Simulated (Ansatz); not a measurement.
SnO (space group F-43m, No. 216): the end point of a relaxation with DFT PBE, scalar-relativistic, plane waves, PAW (Ansatz 0.2.0); the starting structure was generated, so it need not be a known form of this composition.

```
CELL_PARAMETERS angstrom
5.47865 0.00000 0.00000
0.00000 5.47865 0.00000
0.00000 0.00000 5.47865
ATOMIC_POSITIONS crystal
Sn 0.25000 0.25000 0.75000
O 0.00000 0.00000 0.00000
Sn 0.25000 0.75000 0.25000
O 0.00000 0.50000 0.50000
Sn 0.75000 0.25000 0.25000
O 0.50000 0.00000 0.50000
Sn 0.75000 0.75000 0.75000
O 0.50000 0.50000 0.00000
```

Bonds are taken as O–Sn below 2.7 Å; no other contact counts. The graph is simplified in the usual way: terminal and isolated atoms are pruned, two-connected atoms become edges.

What net does this leave?

The result is a uninodal 4-connected, three-periodic net: Sn and O are 4-connected nodes. It is the dia net, known from diamond, zinc blende and cristobalite. It is a single net, without interpenetration.

| node | links | point symbol | coordination sequence |
| --- | --- | --- | --- |
| Sn and O | 4 | 6⁶ | 4 12 24 42 |

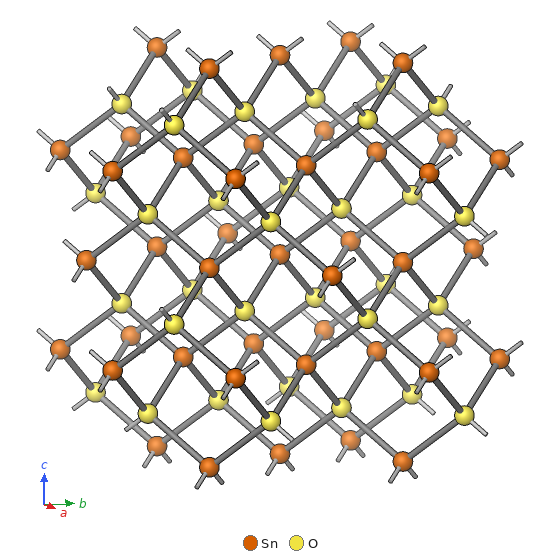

Nodes are coloured by element. Short stubs are edges that leave the cut-out.
